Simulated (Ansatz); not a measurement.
Band edges of a single layer of Te$_{2}$Mo (space group of the slab cell P-6m2).

The calculation's input:

```yaml
crystal:
  lattice:
    - [3.56241854, 0.0, 0.0]
    - [-1.78120927, 3.08514496, 0.0]
    - [0.0, 0.0, 16.57897354]
  atoms:
    - { symbol: Te, position: [0.33333333, 0.66666667, 0.39209148] }
    - { symbol: Te, position: [0.33333333, 0.66666667, 0.60790852] }
    - { symbol: Mo, position: [0.0, 0.0, 0.5] }
basis:
  ecutwfc: 420
kpoints:
  mp_grid: { grid: [24, 24, 1] }
hamiltonian:
  xc: pbe
scf:
  occupations: { method: gaussian, width: 0.05 }
output:
  forces: true
  eigenvalues: true
  eigenstates:
    nscf_kmesh: { grid: [72, 72, 1] }
    top_band: c6
    de_dk: true
    localisation: true
checkpoint:
  write: ck
  compress: false
  write_wavefunctions: false
  write_every: 100000
```

Run with:

```sh
ansatz run input.yaml --threads 1 --pin off --max-ram 3072MiB --backend cpu --events-out ev --progress --plain --runs-dir out
```

Level of theory: DFT PBE, scalar-relativistic, plane waves, PAW; levels and slopes on a dense k mesh at the converged density (Ansatz 0.2.0). No spin polarisation. k mesh for the levels: 72×72×1. Unrelaxed database geometry. The cell comes from a database of computed structures, not from a measurement.

Masses come from a second pass at points close to the extrema; at the energies drawn a band may no longer be parabolic.

The gap is direct, 1.04 eV at this level of theory, which underestimates gaps and can reorder valleys that lie close.

Valence band: two equivalent maxima at K, mass 0.64 mₑ in all directions; one maximum at Γ, 0.38 eV below the edge, where the band is nearly flat. Band 23 forms the valence edge.
Conduction band: two equivalent minima at K, mass 0.51 mₑ in all directions; six equivalent minima on the K–Γ line, 0.26 eV above the edge, principal masses 0.39 and 1.31 mₑ; three equivalent minima at M, 0.34 eV above the edge, principal masses 1.27 and 1.48 mₑ. Band 24 forms the conduction edge.

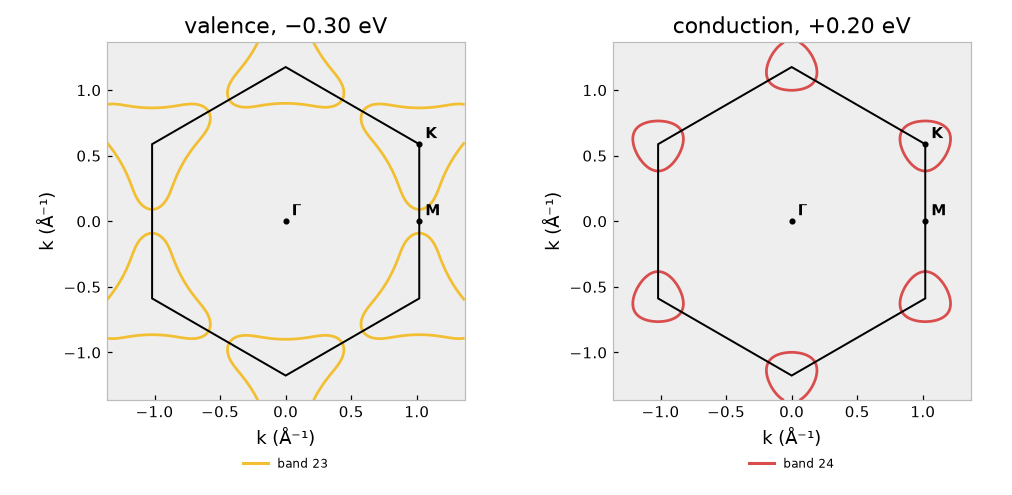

Constant-energy contours near the two band edges, measured from each edge.

Spin-orbit coupling, left out here, can change the gap, its kind, the place of the band edges and the masses, since the compound holds Te and Mo.
